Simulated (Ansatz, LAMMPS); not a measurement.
# Squeezing and shearing glassy 73SiO2-23BaO-4TiO2 (mol %) (72 atoms), part 3 of 3

How stiff is glassy 73SiO2-23BaO-4TiO2 (mol %) (72 atoms), and how do its levels respond to strain?

Ansatz 0.2.0; Kohn-Sham DFT, PBE, PAW (set soft_2), plane waves.

The cell: 19 Si, 6 Ba, 1 Ti and 46 O. The quench rate of 8 K/ps is orders of magnitude faster than experiment. The network of bonds at the start is that of the classical potential that made the cell. Sampling is at Γ alone. No spin–orbit coupling is included.

So far. Step 9 (Volume -10 %): The relaxation converged after 15 steps, 3.78 eV below its start, with a largest force component of 0.042 eV/Å. Step 9 (Volume -10 %): Volume -10 %: the energy stands 1.97 eV above that of the reference, at a pressure of 6.23 GPa.

## Step 10: Stretched by 1 % along x

The relaxed cell is strained along x alone, which gives the stiffness along x and its coupling to y and z.

Contents of input.yaml:

```yaml
crystal:
  lattice:
    - [10.44523, 0.13913, 0.37273]
    - [0.14052, 10.3002, 0.03001]
    - [0.37646, 0.03001, 10.17197]
  atoms:
    [... the 72 atom lines of step 4 ...]
kpoints:
  mp_grid: { grid: [1, 1, 1] }
hamiltonian:
  xc: pbe
scf:
  occupations: { method: fixed }
output:
  forces: true
  eigenvalues: true
  stress: true
relax:
  f_tol: 0.05
  max_steps: 70
```

The run is started by

```
$ ansatz run input.yaml --threads 4 --pin off --max-ram 8192MiB --backend cpu --events-out ev --progress --plain --runs-dir out
```

Numbers of over 12 decimals in the logs are rounded to 6 here.

The log of the run:

```text
[...]
Crystal: 72 atoms, lattice volume = 1092.731 Å³
Basis set: ecut = 420 eV, 21337 PW (Γ), exchange–correlation on 144×144×144 points (8 copies of the dense FFT grid, shifted against one another)
Bands: 284, of which v1, the nominal top of the filled ones, is band 212 counted from 1 (211 counted from 0)
Symmetry: 1 space group operations
[...]
k-points: 1
[...]
SCF iter   1: F=—  HF=-76467.226753 eV  |F-HF|=—  |Δ(HF+E_count)|=         —  Δρ=2.02e-3  dr2=4.30e-2  ethr=1.77e-3  ⟨swp⟩=4.0  Hψ=1117  notcnv=0  defer=70
[...]
SCF iter   6: F=-76467.236658 eV  HF=-76467.236661 eV  |F-HF|=3.08e-6  |Δ(HF+E_count)|=   2.69e-5  Δρ=4.51e-5  dr2=2.27e-5  ethr=1.47e-8  ⟨swp⟩=20.0  Hψ=2161  notcnv=0
SCF 1 converged in 6 iterations: F = -76467.236658 eV  dr2 = 2.27e-5
[...]
relax step   1: F+E_penalty+E_count = -76467.23665770 eV  Δ(F+E_penalty+E_count) = +0.000e0 eV  max|allowed force component| = 6.053e-1 eV/Å  Δτ_max = 0.0000 Å  (6 SCF iters, dr2 threshold 6.25e-5 eV, accepted)
[...]
relax step   2: F+E_penalty+E_count = -76467.26759713 eV  Δ(F+E_penalty+E_count) = -3.094e-2 eV  max|allowed force component| = 2.945e-1 eV/Å  Δτ_max = 0.0544 Å  (6 SCF iters, dr2 threshold 2.29e-5 eV, accepted)
[...]
relax step   3: F+E_penalty+E_count = -76467.29135709 eV  Δ(F+E_penalty+E_count) = -2.376e-2 eV  max|allowed force component| = 1.337e-1 eV/Å  Δτ_max = 0.0368 Å  (6 SCF iters, dr2 threshold 5.42e-6 eV, accepted)
relax step   4: F+E_penalty+E_count = -76467.20118747 eV  Δ(F+E_penalty+E_count) = +9.017e-2 eV  max|allowed force component| = 9.970e-1 eV/Å  Δτ_max = 0.1317 Å  (8 SCF iters, dr2 threshold 3.68e-6 eV, rejected (line search))
relax step   5: F+E_penalty+E_count = -76467.29888394 eV  Δ(F+E_penalty+E_count) = -7.527e-3 eV  max|allowed force component| = 8.730e-2 eV/Å  Δτ_max = 0.0323 Å  (10 SCF iters, accepted)
relax step   6: F+E_penalty+E_count = -76467.29667331 eV  Δ(F+E_penalty+E_count) = +2.211e-3 eV  max|allowed force component| = 6.172e-2 eV/Å  Δτ_max = 0.0442 Å  (9 SCF iters, rejected (line search))
[...]
relax step   7: F+E_penalty+E_count = -76467.30097739 eV  Δ(F+E_penalty+E_count) = -2.093e-3 eV  max|allowed force component| = 3.485e-2 eV/Å  Δτ_max = 0.0197 Å  (8 SCF iters, accepted)
SCF converged after 8 iterations
Free energy (F): -76467.300977 eV
[...]
Internal energy: -76467.300977 eV  (E = F + TS)
E sigma→0 (E₀):  -76467.300977 eV
Fermi energy:    4.209533 eV
[...]
--- Forces (eV/Å), atoms counted from 1 ---
  atom   1  Si     0.00273907     0.00395579     0.00064998
  atom   2  Si    -0.02108092     0.02012043     0.01000245
  atom   3  Si     0.00152020     0.00395923     0.02283316
  atom   4  Si     0.00310854    -0.00470636    -0.01345022
  atom   5  Si     0.00551566     0.02736339    -0.03484927
  atom   6  Si     0.01516033    -0.00942075    -0.00545768
  atom   7  Si    -0.00331431    -0.00795581     0.00141135
  atom   8  Si     0.02119514     0.02493125    -0.00551409
  atom   9  Si     0.00749134    -0.00878790     0.01404668
  atom  10  Si     0.00992920     0.00475700     0.02042556
  atom  11  Si    -0.00207044    -0.00680315     0.01010149
  atom  12  Si     0.00164220    -0.01448747    -0.00970705
  atom  13  Si     0.00896082    -0.01030870     0.00618953
  atom  14  Si     0.02117717    -0.00043212     0.00143355
[...]
atom  71  O      0.00399208     0.00242209     0.01111878
  atom  72  O      0.00062094     0.00238184    -0.00462232
  max |Σ_I F_I| component: 8.27e-5 eV/Å
--- Stress (GPa, compression-positive) ---
       -0.866961       0.065064       0.130134
        0.065065      -0.280387       0.030607
        0.130135       0.030607      -0.437034
  P = ⅓ Tr σ = -0.5281 GPa (-5.281 kbar)
--- Band table (eV) ---
[...]
--- Relaxed structure (7 steps of the walk, 5 accepted, 0 SCFs on fresh bases) ---
  F+E_penalty+E_count = -76467.30097739 eV   max|allowed force component| = 3.485e-2 eV/Å
  atoms:
    - { symbol: Si, position: [0.443857, 0.418908, 0.991026] }
    - { symbol: Si, position: [0.991345, 0.749308, 0.445750] }
    - { symbol: Si, position: [0.084268, 0.263731, 0.152313] }
    - { symbol: Si, position: [0.082825, 0.790805, 0.945524] }
[...]
- { symbol: O, position: [0.676717, 0.910468, 0.00776142] }
```

Run time: 56 s. Hardware: 4 threads of Intel Xeon Platinum 8175M at 2.50GHz (Skylake/Cascade Lake), shared host; peak memory 1.4 GiB.

The relaxation converged after 7 steps, 0.0643 eV below its start, with a largest force component of 0.035 eV/Å.

Stretched by 1 % along x: the energy stands 0.0242 eV above that of the reference, at a pressure of -0.528 GPa.

## Step 11: Compressed by 1 % along x

The relaxed cell is strained along x alone, which gives the stiffness along x and its coupling to y and z.

input.yaml, the sections that differ from step 10:

```yaml
crystal:
  lattice:
    - [10.23839, 0.13913, 0.37273]
    - [0.13774, 10.3002, 0.03001]
    - [0.369, 0.03001, 10.17197]
  atoms:
    [... the 72 atom lines of step 4 ...]
# kpoints, hamiltonian, scf, output, relax: as in step 10
```

The log of the run:

```text
[...]
Crystal: 72 atoms, lattice volume = 1071.092 Å³
Basis set: ecut = 420 eV, 20889 PW (Γ), exchange–correlation on 144×144×144 points (8 copies of the dense FFT grid, shifted against one another)
Bands: 284, of which v1, the nominal top of the filled ones, is band 212 counted from 1 (211 counted from 0)
Symmetry: 1 space group operations
[...]
k-points: 1
[...]
SCF iter   1: F=—  HF=-76467.216582 eV  |F-HF|=—  |Δ(HF+E_count)|=         —  Δρ=2.00e-3  dr2=4.06e-2  ethr=1.77e-3  ⟨swp⟩=4.0  Hψ=1117  notcnv=0  defer=70
[...]
SCF iter   5: F=—  HF=-76467.227066 eV  |F-HF|=—  |Δ(HF+E_count)|=   6.92e-5  Δρ=9.45e-5  dr2=1.25e-4  ethr=2.19e-7  ⟨swp⟩=2.0  Hψ=431  notcnv=0  defer=70
SCF iter   6: F=-76467.227090 eV  HF=-76467.227092 eV  |F-HF|=1.69e-6  |Δ(HF+E_count)|=   2.58e-5  Δρ=4.18e-5  dr2=1.95e-5  ethr=1.47e-8  ⟨swp⟩=17.0  Hψ=2280  notcnv=0
SCF 1 converged in 6 iterations: F = -76467.227090 eV  dr2 = 1.95e-5
[...]
relax step   1: F+E_penalty+E_count = -76467.22708991 eV  Δ(F+E_penalty+E_count) = +0.000e0 eV  max|allowed force component| = 6.715e-1 eV/Å  Δτ_max = 0.0000 Å  (6 SCF iters, dr2 threshold 6.25e-5 eV, accepted)
[...]
relax step   2: F+E_penalty+E_count = -76467.25628436 eV  Δ(F+E_penalty+E_count) = -2.919e-2 eV  max|allowed force component| = 3.088e-1 eV/Å  Δτ_max = 0.0566 Å  (6 SCF iters, dr2 threshold 2.82e-5 eV, accepted)
[...]
relax step   3: F+E_penalty+E_count = -76467.28253127 eV  Δ(F+E_penalty+E_count) = -2.625e-2 eV  max|allowed force component| = 1.059e-1 eV/Å  Δτ_max = 0.0401 Å  (6 SCF iters, dr2 threshold 5.96e-6 eV, accepted)
relax step   4: F+E_penalty+E_count = -76467.26184028 eV  Δ(F+E_penalty+E_count) = +2.069e-2 eV  max|allowed force component| = 2.145e-1 eV/Å  Δτ_max = 0.0802 Å  (10 SCF iters, rejected (line search))
[...]
relax step   5: F+E_penalty+E_count = -76467.29120321 eV  Δ(F+E_penalty+E_count) = -8.672e-3 eV  max|allowed force component| = 4.964e-2 eV/Å  Δτ_max = 0.0317 Å  (9 SCF iters, accepted)
SCF converged after 9 iterations
Free energy (F): -76467.291203 eV
[...]
Internal energy: -76467.291203 eV  (E = F + TS)
E sigma→0 (E₀):  -76467.291203 eV
Fermi energy:    4.370375 eV
[...]
Σ components = -76467.291203   (vs F -76467.291203, Δ=0.00e0)
--- Forces (eV/Å), atoms counted from 1 ---
  atom   1  Si    -0.01121984     0.01183662     0.01186393
  atom   2  Si     0.04314601    -0.01428390     0.02209372
  atom   3  Si    -0.00564528     0.00606810    -0.00569110
  atom   4  Si    -0.00646046     0.00633934    -0.01358379
[...]
atom  72  O     -0.00528061    -0.01043306    -0.01247882
  max |Σ_I F_I| component: 1.19e-4 eV/Å
--- Stress (GPa, compression-positive) ---
        1.006985      -0.012369      -0.026285
       -0.012368       0.333046       0.006640
       -0.026284       0.006640       0.420346
  P = ⅓ Tr σ = 0.5868 GPa (5.868 kbar)
--- Band table (eV) ---
[...]
--- Relaxed structure (5 steps of the walk, 4 accepted, 0 SCFs on fresh bases) ---
  F+E_penalty+E_count = -76467.29120321 eV   max|allowed force component| = 4.964e-2 eV/Å
  atoms:
    - { symbol: Si, position: [0.446240, 0.417662, 0.990285] }
    - { symbol: Si, position: [0.990251, 0.746764, 0.445313] }
    - { symbol: Si, position: [0.083941, 0.262047, 0.153587] }
    - { symbol: Si, position: [0.085915, 0.789523, 0.946010] }
[...]
- { symbol: O, position: [0.678222, 0.912377, 0.00746704] }
```

Wall time 39 s (4 threads); peak memory 1.4 GiB; 2.4 min of CPU time.

The relaxation converged after 5 steps, 0.0641 eV below its start, with a largest force component of 0.050 eV/Å.

Compressed by 1 % along x: the energy stands 0.0339 eV above that of the reference, at a pressure of 0.587 GPa.

## Step 12: Sheared by 2 % in xy

A shear of the relaxed cell gives the modulus that volume changes can't reach.

input.yaml, the sections that differ from step 11:

```yaml
crystal:
  lattice:
    - [10.3432, 0.24255, 0.37273]
    - [0.24213, 10.30159, 0.03001]
    - [0.37303, 0.03374, 10.17197]
  atoms:
    [... the 72 atom lines of step 4 ...]
# kpoints, hamiltonian, scf, output, relax: as in step 11
```

The log of the run:

```text
[...]
Crystal: 72 atoms, lattice volume = 1081.803 Å³
Basis set: ecut = 420 eV, 21129 PW (Γ), exchange–correlation on 144×144×144 points (8 copies of the dense FFT grid, shifted against one another)
Bands: 284, of which v1, the nominal top of the filled ones, is band 212 counted from 1 (211 counted from 0)
Symmetry: 1 space group operations
[...]
k-points: 1
[...]
SCF iter   1: F=—  HF=-76467.191703 eV  |F-HF|=—  |Δ(HF+E_count)|=         —  Δρ=2.01e-3  dr2=4.19e-2  ethr=1.77e-3  ⟨swp⟩=4.0  Hψ=1117  notcnv=0  defer=70
[...]
SCF iter   5: F=—  HF=-76467.201832 eV  |F-HF|=—  |Δ(HF+E_count)|=   7.22e-5  Δρ=9.59e-5  dr2=1.32e-4  ethr=2.33e-7  ⟨swp⟩=2.0  Hψ=431  notcnv=0  defer=70
SCF iter   6: F=-76467.201857 eV  HF=-76467.201859 eV  |F-HF|=2.00e-6  |Δ(HF+E_count)|=   2.70e-5  Δρ=4.33e-5  dr2=2.12e-5  ethr=1.47e-8  ⟨swp⟩=17.0  Hψ=2158  notcnv=0
SCF 1 converged in 6 iterations: F = -76467.201857 eV  dr2 = 2.12e-5
[...]
relax step   1: F+E_penalty+E_count = -76467.20185665 eV  Δ(F+E_penalty+E_count) = +0.000e0 eV  max|allowed force component| = 4.997e-1 eV/Å  Δτ_max = 0.0000 Å  (6 SCF iters, dr2 threshold 6.25e-5 eV, accepted)
[...]
relax step   2: F+E_penalty+E_count = -76467.23988795 eV  Δ(F+E_penalty+E_count) = -3.803e-2 eV  max|allowed force component| = 3.879e-1 eV/Å  Δτ_max = 0.0656 Å  (6 SCF iters, dr2 threshold 1.56e-5 eV, accepted)
[...]
relax step   3: F+E_penalty+E_count = -76467.28165157 eV  Δ(F+E_penalty+E_count) = -4.176e-2 eV  max|allowed force component| = 1.699e-1 eV/Å  Δτ_max = 0.0400 Å  (6 SCF iters, dr2 threshold 9.41e-6 eV, accepted)
relax step   4: F+E_penalty+E_count = -76467.22370942 eV  Δ(F+E_penalty+E_count) = +5.794e-2 eV  max|allowed force component| = 3.856e-1 eV/Å  Δτ_max = 0.1081 Å  (8 SCF iters, dr2 threshold 5.54e-6 eV, rejected (line search))
relax step   5: F+E_penalty+E_count = -76467.29508429 eV  Δ(F+E_penalty+E_count) = -1.343e-2 eV  max|allowed force component| = 5.419e-2 eV/Å  Δτ_max = 0.0247 Å  (10 SCF iters, accepted)
relax step   6: F+E_penalty+E_count = -76467.28059819 eV  Δ(F+E_penalty+E_count) = +1.449e-2 eV  max|allowed force component| = 1.184e-1 eV/Å  Δτ_max = 0.0983 Å  (10 SCF iters, rejected (line search))
[...]
relax step   7: F+E_penalty+E_count = -76467.29853884 eV  Δ(F+E_penalty+E_count) = -3.455e-3 eV  max|allowed force component| = 3.026e-2 eV/Å  Δτ_max = 0.0349 Å  (10 SCF iters, accepted)
SCF converged after 10 iterations
Free energy (F): -76467.298539 eV
[...]
Internal energy: -76467.298539 eV  (E = F + TS)
E sigma→0 (E₀):  -76467.298539 eV
Fermi energy:    4.316048 eV
[...]
Σ components = -76467.298539   (vs F -76467.298539, Δ=0.00e0)
--- Forces (eV/Å), atoms counted from 1 ---
  atom   1  Si    -0.00699008     0.00123197     0.00000747
  atom   2  Si     0.00405654     0.02082483    -0.00405304
  atom   3  Si    -0.00205819    -0.00312835     0.00607886
  atom   4  Si    -0.00900704    -0.01192439     0.00557181
[...]
atom  72  O      0.00054347     0.00421620     0.00249127
  max |Σ_I F_I| component: 6.27e-5 eV/Å
--- Stress (GPa, compression-positive) ---
        0.088703      -0.493835       0.032485
       -0.493834       0.221655       0.084536
        0.032486       0.084536      -0.086920
  P = ⅓ Tr σ = 0.0745 GPa (0.745 kbar)
--- Band table (eV) ---
[...]
--- Relaxed structure (7 steps of the walk, 5 accepted, 0 SCFs on fresh bases) ---
  F+E_penalty+E_count = -76467.29853884 eV   max|allowed force component| = 3.026e-2 eV/Å
  atoms:
    - { symbol: Si, position: [0.446813, 0.416973, 0.989671] }
    - { symbol: Si, position: [0.993139, 0.747939, 0.446266] }
    - { symbol: Si, position: [0.084075, 0.264462, 0.152374] }
    - { symbol: Si, position: [0.084234, 0.791667, 0.946483] }
[...]
- { symbol: O, position: [0.676808, 0.912087, 0.0082435] }
```

It took 57 s on 4 threads; peak memory 1.3 GiB; 3.5 min of CPU time.

The relaxation converged after 7 steps, 0.0967 eV below its start, with a largest force component of 0.030 eV/Å.

Sheared by 2 % in xy: the energy stands 0.0266 eV above that of the reference, at a pressure of 0.0745 GPa.

## Step 13: Pressure against volume

Atoms are relaxed at each volume, in the scaled cell.

```csv
volume change (%),volume (Å³/atom),energy change (meV/atom),pressure (GPa),largest move on relaxing (Å),bonds,gap (eV)
-10,13.524,27.34,6.23,0.41,132,3.07
-6,14.125,9.32,3.45,0.26,127,3.04
-3,14.576,2.27,1.67,0.12,124,3.01
+0,15.027,0.00,-0.01,-,121,3.00
+3,15.477,2.12,-1.60,0.10,118,2.94
+6,15.928,8.55,-3.01,0.24,115,2.86
```

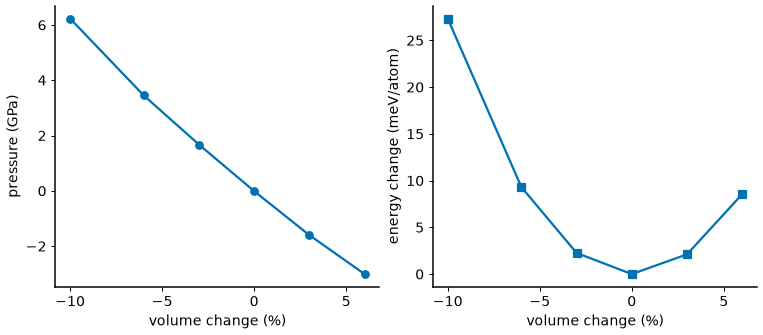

Pressure and energy against volume.

## Step 14: Uniaxial strain and shear

Stress (GPa, compression positive) less that of the relaxed cell, atoms relaxed:

```csv
strain,xx,yy,zz,xy,energy change (meV/atom)
stretched by 1 % along x,-0.878,-0.275,-0.403,0.057,0.34
compressed by 1 % along x,0.996,0.338,0.455,-0.021,0.47
sheared by 2 % in xy,0.078,0.227,-0.053,-0.502,0.37
```

## Step 15: Findings

The bulk modulus, from the slope of pressure against ln V over the three points nearest the relaxed volume, is 54.6 GPa; a quadratic over all points gives a pressure derivative of about 1.9. The count of bonds runs from 115 to 132 over the series, so at some points contacts cross the cutoffs. The gap goes from 3.07 eV at the smallest volume to 2.86 eV at the largest, -1.2 eV per unit of ln V by a straight line, on the run's k-points. In the Cartesian axes of the cell, finite differences give C11 = 93.7, C12 = 30.7, C13 = 42.9 and C66 = 25.1 GPa (the shear of 2 % is the engineering strain, εxy = 0.01). The mean of C11, C12 and C13, which equals the bulk modulus in a cubic or isotropic solid, is 55.7 GPa: it agrees with the bulk modulus within 10 %. For an isotropic solid C66 would equal (C11 − C12)/2 = 31.5 GPa; so small a sample needn't be isotropic, and C66 rests on one shear. With the bulk modulus and C66 as K and G, Young's modulus would be about 65 GPa and Poisson's ratio 0.30.

**Limits.** Strains are finite and relaxations stop at the force tolerance of the input, which can leave moduli too stiff; they are those of a static cell at zero temperature. Volumes are changed with the cell's shape held, so in an anisotropic solid the modulus lies over the one under free hydrostatic load. The program notes that the SCF threshold of the relaxations is loose for the stress.

The DFT runs together took 13 min of wall time.

[Logs are printed without paths, hosts, clocks, repeated set-up lines and the standing remarks that a program may print on its own settings, such as how far it seeks lower states.]

[Hosts, paths, dates, database ids (printed as entryN), source tags and the programs' standing remarks are cut or masked in the printed files.]
